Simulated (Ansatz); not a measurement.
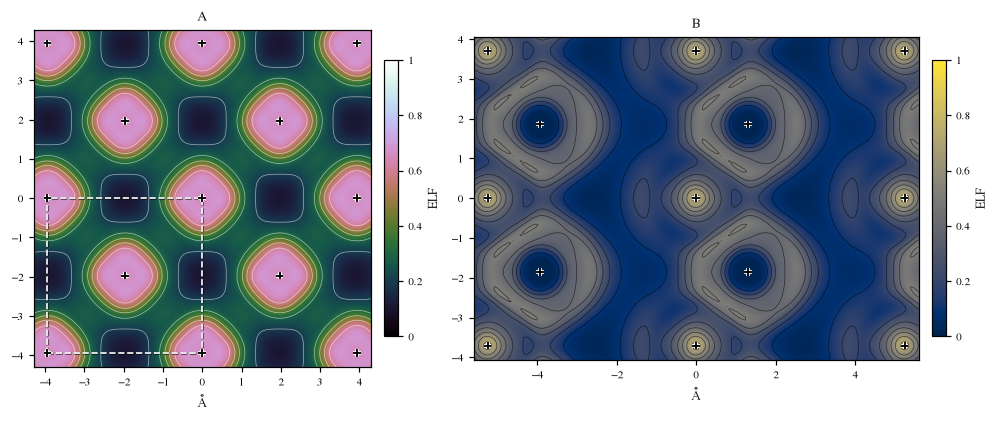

The electron localisation function of 2 systems, each on a plane through atoms (crosses mark nuclei in the plane).

Computed with DFT r2SCAN, scalar-relativistic, plane waves, PAW (Ansatz 0.2.0).

System 1: Pt, the (010) plane of the conventional cell. Space group Fm-3m.

```
Pt
1.0
     3.94022    0.00000    0.00000
     0.00000    3.94022    0.00000
     0.00000    0.00000    3.94022
Pt
4
Direct
  0.00000 0.00000 0.00000
  0.50000 0.50000 0.00000
  0.50000 0.00000 0.50000
  0.00000 0.50000 0.50000
```

System 2: NiGe, the (101) plane of the conventional cell. Space group F-43m; started from the zinc blende prototype, which need not be the ambient phase; the program warned that a starting moment wasn't kept; spin-polarised, but the moments vanished.

```
CELL_PARAMETERS angstrom
5.24213 0.00000 0.00000
0.00000 0.00000 -5.24213
0.00000 5.24213 0.00000
ATOMIC_POSITIONS crystal
Ni 0.50000 0.50000 0.00000
Ni 0.00000 0.50000 0.50000
Ni 0.00000 0.00000 0.00000
Ni 0.50000 0.00000 0.50000
Ge 0.25000 0.75000 0.25000
Ge 0.75000 0.75000 0.75000
Ge 0.75000 0.25000 0.25000
Ge 0.25000 0.25000 0.75000
```

Q: Match each panel to its system.

A: Panel A is system 1, Pt: the plane holds Pt. Pt–Pt (2.79 Å): the ELF is about 0.30 at the midpoint (no shared electron pair shows on this line). Panel B is system 2, NiGe: the plane holds Ni and Ge. Ni–Ge (2.27 Å): the ELF is about 0.45 at the midpoint.
